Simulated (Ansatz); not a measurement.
Field-gradient calculation of CsI

System: CsI (2 atoms in the cell).
Method: DFT, PBE, plane waves, PAW, no spin polarisation (Ansatz 0.2.0).

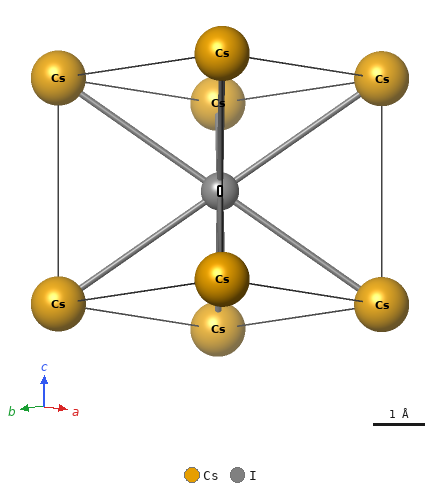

Figure 1. The structure (ball-and-stick view of the cell of the calculation, seen at an oblique angle). Near neighbours in the crystal (not all of them lie inside the picture): Cs has 8 I at 3.95 Å; I has 8 Cs at 3.95 Å.

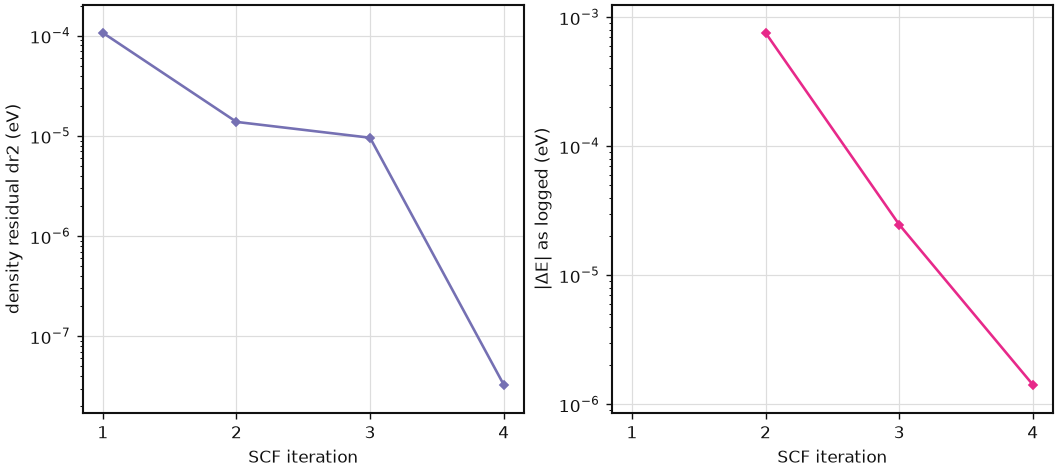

Figure 2. Convergence of the self-consistent field: density residual dr2 and size of the energy change against the SCF iteration. The residual falls at every step.

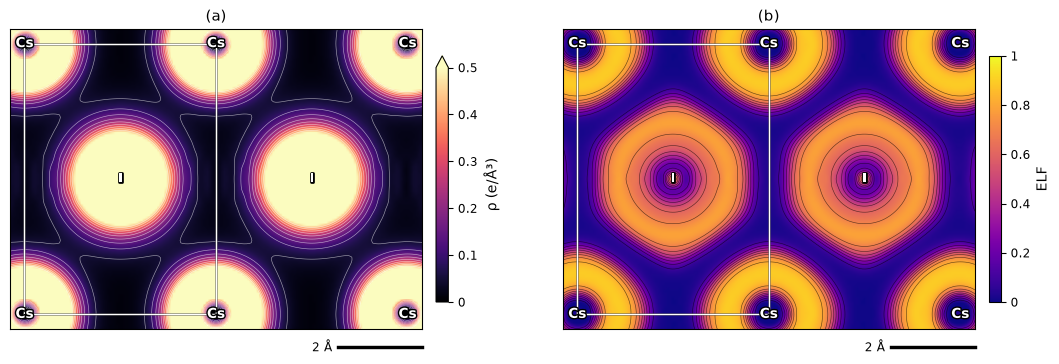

Figure 3. (a) valence electron density; (b) electron localisation function on the (11̄0) plane of the conventional cell. The section cuts through Cs and I sites. Cs–I (3.95 Å): ρ is about 0.06 e/Å³ halfway; the ELF peaks at about 0.80 in the valence shell of I, 1.3 Å from its nucleus, and drops to about 0.05 between the two atoms, which marks a closed-shell, largely ionic contact. Away from the nuclei the density in this plane falls to 0.01 e/Å³ at its lowest. The strong features right at Cs lie inside the PAW spheres (semicore, d or f shells) and say nothing about bonding. Core electrons are frozen (PAW), so the fields are smoothed inside the atomic spheres.

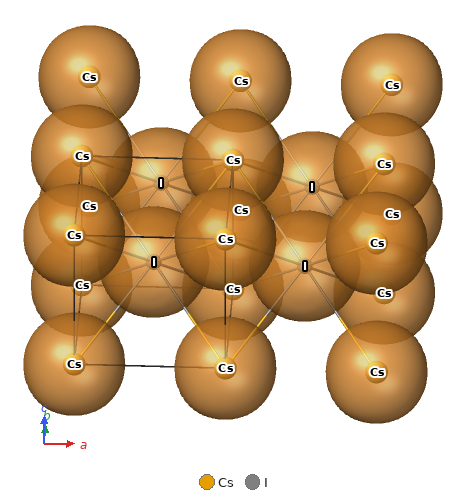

Figure 4. Isosurface of the valence pseudo-density at 0.1 e/Å³ (orange), seen at an oblique angle. Sticks mark near contacts. The outline is the cell set on symmetry axes. At this value the density breaks into separate islands; it holds about 90 % of the electrons treated as valence (semicore included). It is pinched off along the Cs–I (3.95 Å) contacts. On the grid the lowest density along these lines, outside the cores, is 0.05 e/Å³ (Cs–I, 3.95 Å).

These pictures come from the run below.

Input
```yaml
crystal:
  lattice:
    - [4.5667, 0.0, 0.0]
    - [0.0, 4.5667, 0.0]
    - [0.0, 0.0, 4.5667]
  atoms:
    - { symbol: Cs, position: [0.0, 0.0, 0.0] }
    - { symbol: I, position: [0.5, 0.5, 0.5] }
kpoints:
  mp_grid: { grid: [6, 6, 6] }
scf:
  occupations: { method: fermi_dirac, width: 0.02 }
  mixing: { algorithm: broyden, beta: 0.9, ndim: 16 }
hamiltonian:
  xc: pbe
  pseudopotentials: { kind: paw }
output:
  forces: true
  stress: true
  populations: true
  efg:
    quadrupole_moments_barn: { Cs: -0.00343, I: -0.68822 }
    contact_densities: true
  write_density: true
  write_potential: true
  elf: true
  volumetric_format: npy
basis:
  xc_grid: 3
```

Launched with:
```bash
ansatz run input.yaml --threads 1 --pin off --max-ram 2560MiB --backend cpu --events-out ev --progress --plain --runs-dir out
```

What the program printed
```
I, Cs: output.efg is read without spin–orbit coupling, which moves field gradients at and beside such atoms by some per cent and up to a factor of two; PAW files take it under magnetization.noncollinear and magnetization.spin_orbit
Engine: ansatz 0.2.0, x86_64-unknown-linux-gnu
Pseudopotentials: kind: paw
Pseudopotential: Cs, paw, valence charge 9, recommended cutoff 420 eV (normal), Cs.paw.azcp
Pseudopotential: I, paw, valence charge 17, recommended cutoff 420 eV (normal), I.paw.azcp
Functional definition: PBE
  parameter kappa = 0.804
  parameter beta = 0.06672455060314922
  exchange = pbe_x(kappa = kappa, mu = beta*pi^2/3)
  correlation = pbe_c(beta = beta)
Crystal: 2 atoms, lattice volume = 95.237 Å³
Basis set: ecut = 420 eV, 1863 PW (Γ), exchange–correlation on 96×96×96 points (27 copies of the dense FFT grid, shifted against one another)
Bands: 17, of which v1, the nominal top of the filled ones, is band 13 counted from 1 (12 counted from 0)
Symmetry: 48 space group operations
Space group: Pm-3m (ITA 221), of the structure as read, at distance tolerance 4.6e-5 Å
k-points: 20 of 216
Non-local potential: Cs, projectors of the file, l = 0: 3, l = 1: 2, l = 2: 2, l = 3: 2
Non-local potential: I, projectors of the file, l = 0: 2, l = 1: 2, l = 2: 2, l = 3: 2
PAW form: soft (Blöchl's): semilocal exchange-correlation on the pseudo side does not see the compensation charge
PAW one-centre angular grid: Cs, 194 points (default); XC on 64 Gauss nodes
PAW one-centre angular grid: I, 590 points (default); XC on 64 Gauss nodes
Initial density: superposition of atomic densities (neutral atoms: chi_scale 0, normalization atom), corrected by the library's trained network
Initial wavefunctions: pseudopotential atomic-orbital guess
Functional: x = pbe(κ = 0.804, μ = 0.2195149727645171), c = pbe(β = 0.06672455060314922)
SCF iter   1: F=—  HF=-13186.738346 eV  |F-HF|=—  |Δ(HF+E_count)|=         —  Δρ=3.74e-4  dr2=1.07e-4  ethr=1.77e-3  ⟨swp⟩=9.2  Hψ=2043  notcnv=0
preconditioner: auto → none  [insulator: Δε(μ)=3.900 eV  Ē_g=10.861 eV  σ=0.020 eV  W_gap=1.00  n_scr=18 (ndim 16)  ℏωp=14.2 eV  f_vac=0.025  D(μ)=0.00/eV (n_scr^D=0)  ε∞_Penn≈2.7]
SCF iter   2: F=—  HF=-13186.739102 eV  |F-HF|=—  |Δ(HF+E_count)|=   7.56e-4  Δρ=1.06e-4  dr2=1.38e-5  ethr=4.12e-7  ⟨swp⟩=3.1  Hψ=1007  notcnv=0  κ⁻¹=1.0e0(r=1)
SCF iter   3: F=—  HF=-13186.739127 eV  |F-HF|=—  |Δ(HF+E_count)|=   2.47e-5  Δρ=6.38e-5  dr2=9.59e-6  ethr=5.32e-8  ⟨swp⟩=2.7  Hψ=625  notcnv=0  κ⁻¹=1.9e-1(r=2)
SCF iter   4: F=-13186.739126 eV  HF=-13186.739126 eV  |F-HF|=1.83e-8  |Δ(HF+E_count)|=   1.42e-6  Δρ=6.31e-6  dr2=3.29e-8  ethr=3.85e-10  ⟨swp⟩=9.8  Hψ=2895  notcnv=0
SCF 1 converged in 4 iterations: F = -13186.739126 eV  dr2 = 3.29e-8
  greatest PAW one-centre occupation: 0.999 electrons in one spin orbital (limit 2), on the I atom at site 1 (counted from 0), in its partial waves of l = 2
SCF converged after 4 iterations
Stability not checked: this state was not tested for a lower state beside it, because the mixer in use, unlike msr1, does not test its closes by its own steps (another_mixer; see scf.mixing.algorithm and scf.lower_state_search)
Free energy (F): -13186.739126 eV
Harris-Foulkes:  -13186.739126 eV  (|F-HF|=1.83e-8)
Internal energy: -13186.739126 eV  (E = F + TS)
E sigma→0 (E₀):  -13186.739126 eV
Fermi energy:    5.939674 eV
--- Per-component energies (eV) ---
  E_band       = -434.277788
  E_kinetic    = 331.753029
  E_local      = -2447.950789  (includes V_loc(G=0)·N_el)
  E_nonlocal   = -60.042792
  E_hartree    = 1218.290062
  E_xc         = -303.040601
  E_vxc        = -255.934685  (∫ρ·V_xc dr)
  E_paw        = -9883.757929  (= ΣΔE_a)
  E_vpaw       = -438.690082  (= ΣTr[D̂ρ^β])
  E_aug_tail   = 0.000003  (compensation charges beyond the density's cutoff)
  E_ewald      = -2041.990108
  E_smearing   = -0.000000  (= −TS)
  E_closure    = 0.000000  (closes the sum)
  Σ components = -13186.739126   (vs F -13186.739126, Δ=0.00e0)
--- Forces (eV/Å), atoms counted from 1 ---
  atom   1  Cs    -0.00000000     0.00000000     0.00000000
  atom   2  I      0.00000000     0.00000000    -0.00000000
  max |Σ_I F_I| component: 1.72e-29 eV/Å
--- Stress (GPa, compression-positive) ---
        0.753857       0.000000       0.000000
        0.000000       0.753857       0.000000
        0.000000       0.000000       0.753857
  P = ⅓ Tr σ = 0.7539 GPa (7.539 kbar)
--- PAW observables at the nuclei: V_zz in 10²¹ V/m², potentials from the cell's mean, atoms counted from 1 ---
  atom   1  Cs V_zz =    -0.000000   η = 0.0000   by run symmetry: forbidden   C_q = +0.0000 MHz
            electrostatic potential = -9373.410969 V   contact ρ = 1900604.744434 e/Å³
  atom   2  I  V_zz =    +0.000000   η = 0.0000   by run symmetry: forbidden   C_q = -0.0000 MHz
            electrostatic potential = -8887.315913 V   contact ρ = 1603916.085391 e/Å³
--- Band table (eV; the first three rows and the last of 20) ---
  k-point 0: bands = ["-38.9059", "-38.9059", "-38.9059", "-38.9045", "-38.9045", "-16.3863", "-6.6703", "-3.0907", "-3.0907", "-3.0907", "3.8964", "3.8964", "3.8964", "7.8714", "8.1779", "8.1779", "11.7670"]
  k-point 1: bands = ["-38.9059", "-38.9059", "-38.9059", "-38.9045", "-38.9044", "-16.3802", "-6.6726", "-3.1306", "-3.0749", "-3.0749", "3.4281", "3.8599", "3.8599", "8.3423", "8.4413", "8.7889", "11.6737"]
  k-point 2: bands = ["-38.9059", "-38.9059", "-38.9059", "-38.9045", "-38.9043", "-16.3678", "-6.6796", "-3.1983", "-3.0430", "-3.0430", "2.7217", "3.7845", "3.7845", "8.7967", "9.6136", "10.0850", "11.4577"]
  k-point 19: bands = ["-38.9060", "-38.9060", "-38.9060", "-38.9042", "-38.9042", "-16.3183", "-6.3966", "-3.3421", "-3.3421", "-3.3421", "2.6827", "2.6827", "2.6827", "11.1702", "11.1702", "11.1702", "11.8555"]
--- Löwdin populations: 2 sites ---
  site symbol       q [e]
     0     Cs      8.2732
     1      I     17.6494
  spilling = 0.002977 (of n_electrons = 26.000000)
```

File populations.tsv
```
# site	symbol	l	j	q
# orbitals = lowdin
# n_electrons = 26.000000
# spilling = 0.002977
0	Cs	0_5S	-	1.965486
0	Cs	0_6S	-	0.333134
0	Cs	1_5P	-	5.974536
1	I	0_5S	-	1.923973
1	I	1_5P	-	5.725627
1	I	2_4D	-	9.999848
```

File rho_z.tsv
```
# z_ang	rho[e/angstrom^3]
# format = ansatz-planar-average/11
# lattice	4.566700000	0.000000000	0.000000000
# lattice	0.000000000	4.566700000	0.000000000
# lattice	0.000000000	0.000000000	4.566700000
# sites	2
# site	55	0.000000000	0.000000000	0.000000000
# site	53	2.283350000	2.283350000	2.283350000
0.000000	2.160884e-1
0.142709	2.166153e-1
0.285419	2.165663e-1
0.428128	2.114015e-1
0.570837	1.969613e-1
0.713547	1.733913e-1
0.856256	1.471455e-1
0.998966	1.270164e-1
1.141675	1.196543e-1
1.284384	1.270543e-1
1.427094	1.480078e-1
1.569803	1.832309e-1
1.712512	2.600624e-1
1.855222	4.064290e-1
1.997931	5.899017e-1
2.140641	7.388776e-1
2.283350	7.953458e-1
2.426059	7.388776e-1
2.568769	5.899017e-1
2.711478	4.064290e-1
2.854188	2.600624e-1
2.996897	1.832309e-1
3.139606	1.480078e-1
3.282316	1.270543e-1
3.425025	1.196543e-1
3.567734	1.270164e-1
3.710444	1.471455e-1
3.853153	1.733913e-1
3.995862	1.969613e-1
4.138572	2.114015e-1
4.281281	2.165663e-1
4.423991	2.166153e-1
```

Summary

- outcome: converged
- space group (tolerance 0.01 Å): Pm-3m (221)
- electrons treated: 26
- free energy: −13186.7391 eV
- Fermi energy: 5.940 eV
- gap on the k-point mesh: 3.89 eV
- pressure: 0.75 GPa
- field gradient V_zz (10²¹ V/m²): zero at all sites
- largest force (length of the vector): under 0.001 eV/Å
- hardware: 1 thread of an x86-64 CPU, shared host
- wall time: 2.5 s
- peak memory: 0.49 GiB

Settings chosen away from the usual ones: basis.xc_grid = 3, scf.mixing.algorithm = "broyden", scf.mixing.beta = 0.9, scf.mixing.ndim = 16. Warnings of the run: the field gradients leave out spin–orbit coupling.
